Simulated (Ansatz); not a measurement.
## From Ag to Pb

System: Ag (I4/mmm, 1 atom in the cell).
Method of run A: DFT PBEsol, scalar-relativistic, plane waves, PAW, no spin polarisation (Ansatz 0.2.0).
System of run B: Pb (I4/mmm, 1 atom in the cell).

On run A: The structure was made by swapping elements on the sites of another compound; it need not be a known phase. On run B: The structure was made by swapping elements on the sites of another compound; it need not be a known phase. It belongs to a series of runs on one base structure; here: Cu -> Pb on all its sites, cell and atoms relaxed. Text and figures count atoms from 1; the logs count them from 0 in places.

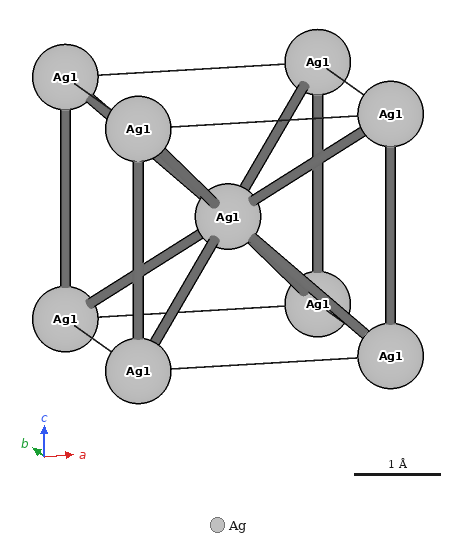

**Figure 1.** The structure as given in the input (ball-and-stick view of the cell 2 times as large as that of the calculation, set on its symmetry axes, seen slightly off an axis; atoms are numbered from 1 in the order of the input). An atom can appear more than once, as a periodic image.

The input, run A:
```yaml
crystal:
  lattice:
    - [-1.5400500338, 1.5400500338, 1.4493745225]
    - [1.5400500338, -1.5400500338, 1.4493745225]
    - [1.5400500338, 1.5400500338, -1.4493745225]
  atoms:
    - { symbol: Ag, position: [0.0, 0.0, 0.0] }
basis:
  ecutwfc: 420
kpoints:
  mp_grid: { grid: [10, 10, 10] }
hamiltonian:
  xc: pbesol
scf:
  occupations: { method: gaussian, width: 0.1 }
output:
  forces: true
  stress: true
  eigenvalues: true
relax:
  adjacent_minimum: "off"
  f_tol: 0.05
  max_steps: 60
  cell: { stress_tol: 0.5 }
```

Launched with:
```bash
ansatz run input.yaml --threads 1 --pin off --max-ram 2560MiB --backend cpu --events-out ev --progress --plain --runs-dir out
```

Hardware: 1 thread of Intel Xeon (Granite Rapids), 32 GiB of memory available, shared host.

Output, shortened to warnings, some set-up lines, iterations and results (run A):
```
Basis set: ecut = 420 eV, 281 PW (Γ), exchange–correlation on 36×36×36 points (8 copies of the dense FFT grid, shifted against one another)
Symmetry: 16 space group operations
k-points: 102 of 1000
Initial density: superposition of atomic densities (neutral atoms: chi_scale 0, normalization atom), corrected by the library's trained network
[...]
SCF iter   1: F=—  HF=-7521.889421 eV  |F-HF|=—  |Δ(HF+E_count)|=         —  Δρ=1.29e-2  dr2=1.97e-2  ethr=1.77e-3  ⟨swp⟩=4.7  Hψ=7089  notcnv=0
SCF iter   2: F=—  HF=-7521.882988 eV  |F-HF|=—  |Δ(HF+E_count)|=   6.43e-3  Δρ=4.97e-3  dr2=1.98e-3  ethr=1.04e-4  ⟨swp⟩=2.6  Hψ=3382  notcnv=0  defer=41
SCF iter   3: F=—  HF=-7521.882305 eV  |F-HF|=—  |Δ(HF+E_count)|=   6.83e-4  Δρ=1.17e-3  dr2=5.74e-5  ethr=1.04e-5  ⟨swp⟩=2.3  Hψ=2071  notcnv=0  defer=41
SCF iter   4: F=—  HF=-7521.882283 eV  |F-HF|=—  |Δ(HF+E_count)|=   2.15e-5  Δρ=1.77e-4  dr2=3.79e-6  ethr=3.02e-7  ⟨swp⟩=2.3  Hψ=2179  notcnv=0  defer=41
SCF iter   5: F=-7521.882282 eV  HF=-7521.882282 eV  |F-HF|=1.32e-8  |Δ(HF+E_count)|=   1.08e-6  Δρ=1.51e-5  dr2=2.18e-8  ethr=1.99e-8  ⟨swp⟩=2.3  Hψ=1950  notcnv=0  defer=41
[... 26 lines ...]
SCF iter   2: F=—  HF=-7522.195225 eV  |F-HF|=—  |Δ(HF+E_count)|=   7.29e-5  Δρ=4.17e-4  dr2=1.44e-6  ethr=2.26e-8  ⟨swp⟩=2.2  Hψ=1990  notcnv=0
SCF iter   3: F=—  HF=-7522.195229 eV  |F-HF|=—  |Δ(HF+E_count)|=   3.48e-6  Δρ=1.18e-4  dr2=5.95e-7  ethr=7.58e-9  ⟨swp⟩=2.2  Hψ=2104  notcnv=0
SCF iter   4: F=-7522.195230 eV  HF=-7522.195230 eV  |F-HF|=5.37e-11  |Δ(HF+E_count)|=   1.07e-6  Δρ=2.46e-6  dr2=3.92e-10  ethr=5.26e-12  ⟨swp⟩=3.5  Hψ=5799  notcnv=0
SCF 5 converged in 4 iterations: F = -7522.195230 eV  dr2 = 3.92e-10
relax step   5: F+E_penalty+E_count = -7522.19522961 eV  Δ(F+E_penalty+E_count) = -1.401e-3 eV  max|allowed force component| = 0.000e0 eV/Å  Δτ_max = 0.0000 Å  P = +0.053 GPa …
basis re-selected at this cell: Δ(F+E_penalty+E_count) = -1.401e-3 eV, ΔP = +0.189 GPa vs the last step (what re-selecting the basis moved, of the pressure what is left beyond the Pulay correction that the steps carried, after the strain that the cell walked since its last selection, with what the …
SCF converged after 4 iterations
Free energy (F): -7522.195230 eV
Harris-Foulkes:  -7522.195230 eV  (|F-HF|=5.37e-11)
Internal energy: -7522.192375 eV  (E = F + TS)
E sigma→0 (E₀):  -7522.193802 eV
Entropy (-TS):   -0.002855 eV (-2.855 meV/atom)
Fermi energy:    17.488400 eV
--- Per-component energies (eV) ---
  E_band       = -231.712243
  E_kinetic    = 527.493356
  E_local      = -2175.481458  (includes V_loc(G=0)·N_el)
  E_nonlocal   = 82.491683
  E_hartree    = 989.709943
  E_xc         = -183.784541
  E_vxc        = -234.505011  (∫ρ·V_xc dr)
  E_paw        = -3834.508004  (= ΣΔE_a)
  E_vpaw       = -411.130991  (= ΣTr[D̂ρ^β])
  E_aug_tail   = 0.000280  (compensation charges beyond the density's cutoff)
  E_ewald      = -2928.436374
  E_core_change = 0.322739  (= ΣΔE_core)
  E_smearing   = -0.002855  (= −TS)
  E_closure    = -0.000000  (closes the sum)
  Σ components = -7522.195230   (vs F -7522.195230, Δ=0.00e0)
--- Forces (eV/Å), atoms counted from 1 ---
  atom   1  Ag     0.00000000     0.00000000     0.00000000
  max |Σ_I F_I| component: 9.86e-32 eV/Å
--- Stress (GPa, compression-positive) ---
        0.277044      -0.000000       0.000000
       -0.000000       0.277044       0.000000
        0.000000       0.000000      -0.395606
  P = ⅓ Tr σ = 0.0528 GPa (0.528 kbar)
--- Relaxed structure (4 steps of the walk, 4 accepted, 1 SCFs on fresh bases) ---
  F+E_penalty+E_count = -7522.19522961 eV   max|allowed force component| = 0.000e0 eV/Å   (the final SCF, on the basis selected at the relaxed cell)
  cell:  # Å, volume = 16.8308 Å³
    - [-1.6747186843556017, 1.6747186843556017, 1.500238305591794]
    - [1.6747186843556017, -1.6747186843556017, 1.500238305591794]
    - [1.6747186843556017, 1.6747186843556017, -1.500238305591794]
  atoms:
    - { symbol: Ag, position: [0.0, 0.0, 0.0] }
```

For run B the input was changed thus:
```diff
-    - [-1.5400500338, 1.5400500338, 1.4493745225]
-    - [1.5400500338, -1.5400500338, 1.4493745225]
-    - [1.5400500338, 1.5400500338, -1.4493745225]
+    - [-1.5472930749, 1.5472930749, 1.4561911058]
+    - [1.5472930749, -1.5472930749, 1.4561911058]
+    - [1.5472930749, 1.5472930749, -1.4561911058]
-    - { symbol: Ag, position: [0.0, 0.0, 0.0] }
+    - { symbol: Pb, position: [0.0, 0.0, 0.0] }
```

How does run B compare with run A?

The total energies belong to different systems, so their difference says nothing on which is more stable or more accurate. The pressure goes from 0.05 to 0.27 GPa. The volume per atom goes from 16.83 to 29.95 Å³. The SCF takes 88 iterations over all geometry steps against 26. On the same kind of shared host run B took about 4.4 times as long.

Output, shortened to warnings, some set-up lines, iterations and results (run B):
```
Basis set: ecut = 420 eV, 281 PW (Γ), exchange–correlation on 36×36×36 points (8 copies of the dense FFT grid, shifted against one another)
Symmetry: 16 space group operations
k-points: 102 of 1000
Initial density: superposition of atomic densities (neutral atoms: chi_scale 0, normalization atom), corrected by the library's trained network
[...]
SCF iter   1: F=—  HF=-11749.350114 eV  |F-HF|=—  |Δ(HF+E_count)|=         —  Δρ=7.45e-3  dr2=5.05e-3  ethr=1.77e-3  ⟨swp⟩=6.9  Hψ=8915  notcnv=0
SCF iter   2: F=—  HF=-11749.347140 eV  |F-HF|=—  |Δ(HF+E_count)|=   2.97e-3  Δρ=2.99e-3  dr2=6.90e-4  ethr=3.61e-5  ⟨swp⟩=2.8  Hψ=2890  notcnv=0  defer=4
SCF iter   3: F=—  HF=-11749.347318 eV  |F-HF|=—  |Δ(HF+E_count)|=   1.78e-4  Δρ=1.02e-3  dr2=1.02e-4  ethr=4.93e-6  ⟨swp⟩=2.1  Hψ=1837  notcnv=0  defer=5
SCF iter   4: F=—  HF=-11749.347423 eV  |F-HF|=—  |Δ(HF+E_count)|=   1.04e-4  Δρ=1.67e-3  dr2=3.11e-4  ethr=7.25e-7  ⟨swp⟩=2.6  Hψ=2044  notcnv=0  defer=4  recentre
SCF iter   5: F=—  HF=-11749.347292 eV  |F-HF|=—  |Δ(HF+E_count)|=   1.31e-4  Δρ=2.19e-4  dr2=3.92e-6  ethr=7.25e-7  ⟨swp⟩=2.1  Hψ=1892  notcnv=0  defer=5
[... 114 lines ...]
SCF iter   2: F=—  HF=-11754.913904 eV  |F-HF|=—  |Δ(HF+E_count)|=   4.96e-7  Δρ=6.40e-5  dr2=1.81e-7  ethr=5.14e-9  ⟨swp⟩=2.4  Hψ=1869  notcnv=0
SCF iter   3: F=—  HF=-11754.913904 eV  |F-HF|=—  |Δ(HF+E_count)|=   3.61e-7  Δρ=8.23e-6  dr2=7.73e-9  ethr=1.29e-9  ⟨swp⟩=3.0  Hψ=1868  notcnv=0
SCF iter   4: F=-11754.913904 eV  HF=-11754.913904 eV  |F-HF|=1.82e-12  |Δ(HF+E_count)|=   1.72e-9  Δρ=6.67e-7  dr2=1.12e-10  ethr=7.14e-12  ⟨swp⟩=6.0  Hψ=5208  notcnv=0
SCF 18 converged in 4 iterations: F = -11754.913904 eV  dr2 = 1.12e-10
relax step  18: F+E_penalty+E_count = -11754.91390438 eV  Δ(F+E_penalty+E_count) = -5.299e-4 eV  max|allowed force component| = 0.000e0 eV/Å  Δτ_max = 0.0000 Å  P = +0.267 …
basis re-selected at this cell: Δ(F+E_penalty+E_count) = -5.299e-4 eV, ΔP = +0.013 GPa vs the last step (what re-selecting the basis moved, of the pressure what is left beyond the Pulay correction that the steps carried, after the strain that the cell walked since its last selection, with what the …
SCF converged after 4 iterations
Free energy (F): -11754.913904 eV
Harris-Foulkes:  -11754.913904 eV  (|F-HF|=1.82e-12)
Internal energy: -11754.910879 eV  (E = F + TS)
E sigma→0 (E₀):  -11754.912392 eV
Entropy (-TS):   -0.003025 eV (-3.025 meV/atom)
Fermi energy:    10.935854 eV
--- Per-component energies (eV) ---
  E_band       = -36.294272
  E_kinetic    = 289.442620
  E_local      = -1011.411278  (includes V_loc(G=0)·N_el)
  E_nonlocal   = 351.650062
  E_hartree    = 401.284437
  E_xc         = -219.167019
  E_vxc        = -132.963801  (∫ρ·V_xc dr)
  E_paw        = -10255.756198  (= ΣΔE_a)
  E_vpaw       = -335.580565  (= ΣTr[D̂ρ^β])
  E_aug_tail   = 0.000049  (compensation charges beyond the density's cutoff)
  E_ewald      = -1311.015669
  E_core_change = 0.062117  (= ΣΔE_core)
  E_smearing   = -0.003025  (= −TS)
  E_closure    = 0.000000  (closes the sum)
  Σ components = -11754.913904   (vs F -11754.913904, Δ=0.00e0)
--- Forces (eV/Å), atoms counted from 1 ---
  atom   1  Pb     0.00000000     0.00000000     0.00000000
  max |Σ_I F_I| component: 1.18e-30 eV/Å
--- Stress (GPa, compression-positive) ---
        0.358911       0.000000      -0.000000
        0.000000       0.358911      -0.000000
        0.000000       0.000000       0.082389
  P = ⅓ Tr σ = 0.2667 GPa (2.667 kbar)
--- Relaxed structure (16 steps of the walk, 15 accepted, 2 SCFs on fresh bases) ---
  F+E_penalty+E_count = -11754.91390438 eV   max|allowed force component| = 0.000e0 eV/Å   (the final SCF, on the basis selected at the relaxed cell)
  cell:  # Å, volume = 29.9456 Å³
    - [-2.0752056886475416, 2.0752056886475416, 1.7384026216479351]
    - [2.0752056886475416, -2.0752056886475416, 1.7384026216479351]
    - [2.0752056886475416, 2.0752056886475416, -1.7384026216479351]
  atoms:
    - { symbol: Pb, position: [0.0, 0.0, 0.0] }
```

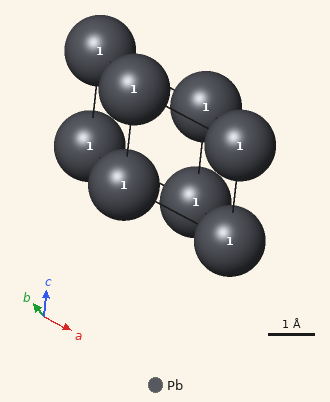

**Figure 2.** The input structure of run B (spheres-only view of the cell of the calculation, seen slightly off an axis; atoms are numbered from 1 in the order of the input). An atom can appear more than once, as a periodic image.

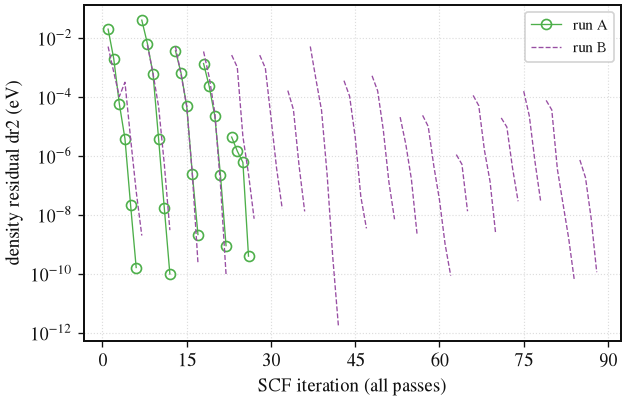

**Figure 3.** Convergence of the two runs: density residual dr2 against the SCF iteration. A break in a curve parts two SCF passes. Run A takes 26 iterations in all, and run B takes 88.

The two runs side by side:

| quantity | run A | run B |
| --- | --- | --- |
| outcome | converged | converged |
| free energy per atom (eV) | −7522.1952 | −11754.9139 |
| energy per atom, smearing taken to zero (eV) | −7522.1938 | −11754.9124 |
| gap on the mesh (eV) | 0.00 | 0.00 |
| pressure (GPa) | 0.05 | 0.27 |
| volume per atom (Å³) | 16.83 | 29.95 |
| largest force (eV/Å) | 0.000 | 0.000 |
| SCF iterations | 26 | 88 |
| irreducible k-points | 102 | 102 |
| wall time (shared host) | 3.5 s | 16 s |

For run B: Spin–orbit coupling is left out, which matters for Pb.
